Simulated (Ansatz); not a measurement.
System: SnO2.

The calculation's input:

```
crystal:
  lattice:
    - [4.7201335122, 0.0, 0.0]
    - [0.0, 4.7206343096, 0.0]
    - [0.0, 0.0, 3.1888226875]
  atoms:
    - { symbol: Sn, position: [0.4934944068, 0.4924863052, 0.5] }
    - { symbol: Sn, position: [0.0065189374, -0.0075252158, 0.0] }
    - { symbol: O, position: [0.2819226722, 0.3340853833, 0.0] }
    - { symbol: O, position: [0.8300118917, 0.2217077624, 0.5] }
    - { symbol: O, position: [0.2180278217, 0.8340427702, 0.5] }
    - { symbol: O, position: [0.6699386022, 0.7217503755, 0.0] }
basis:
  ecutwfc: 520.0
kpoints:
  mp_grid: { grid: [6, 6, 8] }
hamiltonian:
  xc: lda
  pseudopotentials: { kind: paw, azcp: { folder: soft_1 } }
scf:
  occupations: { method: gaussian, width: 0.05 }
output:
  forces: true
  stress: true
  eigenvalues: true
  write_density: true
  write_potential: true
  elf: true
  volumetric_format: npy
```

Command:

```sh
ansatz run input.yaml --threads 2 --pin off --max-ram 4096MiB --backend cpu --events-out ev --progress --plain --runs-dir out
```

Below, planes, directions and counts refer to the conventional cell (a = 3.19 Å, b = 4.72 Å, c = 4.72 Å, α = 90.00°, β = 90.00°, γ = 90.00°).

Space group Pmn2₁; a point of a scan over the structure, not its minimum; a structure from a database of computed crystals, not necessarily the ambient phase; not relaxed (largest force 1.0 eV/Å); PAW files of the earlier set (soft_1).

Method: DFT LDA, scalar-relativistic, plane waves, PAW in Ansatz.

### Predict the valence pseudo-density and electron localisation function between the atoms.

Sn–O (2.04 Å): the density is about 0.67 e/Å³ at the midpoint; the ELF peaks at about 0.80 in the valence shell of O, 0.6 Å from its nucleus, and is about 0.30 at the midpoint (no localised pair shows between them).
Sn–O (2.07 Å): ρ at the midpoint is about 0.62 e/Å³; the ELF peaks at about 0.85 in the valence shell of O, 0.6 Å from its nucleus, and is about 0.25 at the midpoint (no localised pair shows between them).

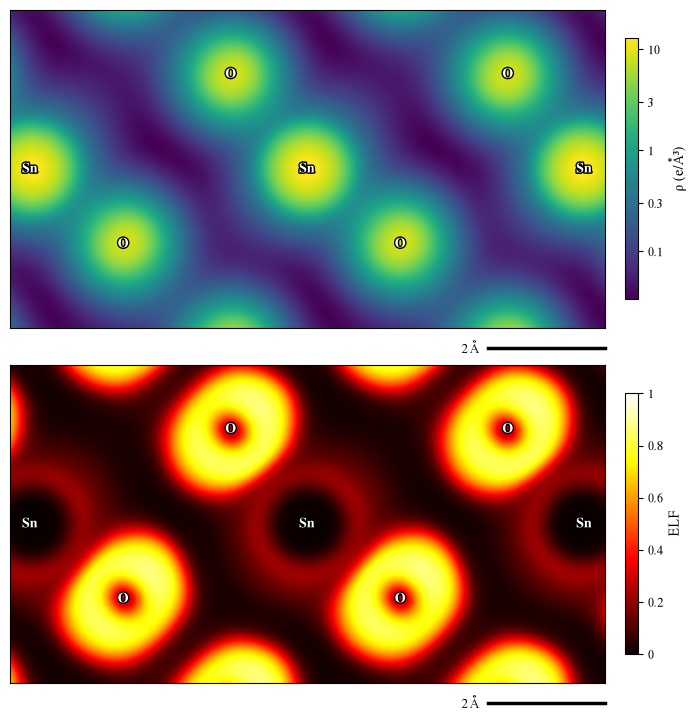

Computed valence pseudo-density and electron localisation function on the (100) plane of the conventional cell, in this order. 
